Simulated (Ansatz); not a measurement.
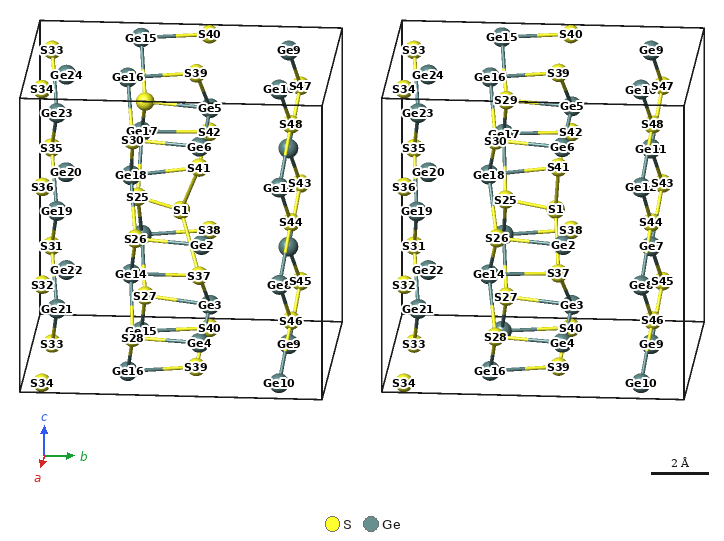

Two geometries of a defect cell of composition Ge₂₃S₂₅ (cell charge +1), drawn at one scale. One is the start of a relaxation, the other its converged end. Style: ball-and-stick. Shown: the cell of the calculation (origin shifted), from a free direction.

Theory: DFT PBE, scalar-relativistic, plane waves, PAW in Ansatz 0.2.0. Set-up: plane-wave cutoff 420 eV; k-point mesh 2 × 2 × 2; occupations gaussian; smearing width 0.01 eV; mesh shifted by (0.5, 0.5, 0.5); collinear spin; atoms relaxed in a fixed cell; force threshold 0.025 eV/Å; at most 45 steps.

Q: Which one is relaxed?

A: The right one is the relaxed one. Case: S on a Ge site (c), charge +1, atoms relaxed at the host's cell. The energy falls by 0.214 eV per cell of the calculation in 8 accepted moves (9 points after the start). The largest force component goes from 0.18 to 0.0077 eV/Å. The line search rejected the trial step at point 6 of the run. The largest move is that of an S atom, 0.45 Å along [−1 3 0]. By element the largest moves are S 0.45 Å, Ge 0.15 Å. The cell stays as it was. Among the contacts that change: S–S 2.500 → 2.344 Å, Ge–S 2.488 → 2.581 Å, Ge–S 2.454 → 2.526 Å, S–S 2.157 → 2.107 Å. Among the angles between lasting bonds that change: S–S–Ge 76.0° → 90.9°, S–S–S 123.7° → 108.8°, Ge–S–Ge 101.9° → 94.1°. Cost: 16 min on 4 threads of Arm Neoverse V2, on a shared host, peak memory 5.2 GiB.

Limits of the set-up: the cell is charged, on a uniform background, and energies carry no finite-size correction.
